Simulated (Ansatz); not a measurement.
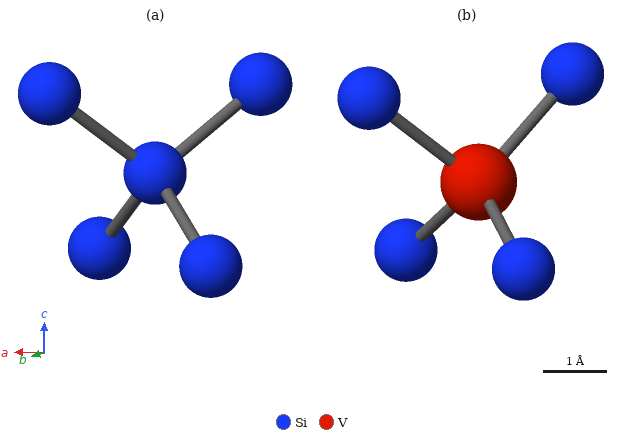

Left: perfect Si. Right: the same region with one point defect, after relaxing the atoms in a supercell of 64 sites. A ball-and-stick model of the atoms within 3.3 Å of one point, seen from a free direction.

Theory: DFT, PBEsol, PAW, plane waves in Ansatz. Settings: plane-wave cutoff 420 eV; k-point mesh 1 × 1 × 1; mesh shifted by (0.25, 0.25, 0.25); collinear spin. Fermi-Dirac smearing of 0.01 eV. The axes drawn are those of the host's conventional cell.

### What kind of defect was made?

A silicon atom is replaced by vanadium.

The charge state of the cell is 0.

### What does the relaxation do around it?

In the host the Si atom has 4 Si at 2.35 Å; the V atom ends with 4 Si at 2.39 to 2.46 Å. Of the host's atoms, a silicon atom moves furthest from its site, by 0.17 Å. The V atom itself moves 0.28 Å from where it was put. The cell's net moment is 1.00 μB.
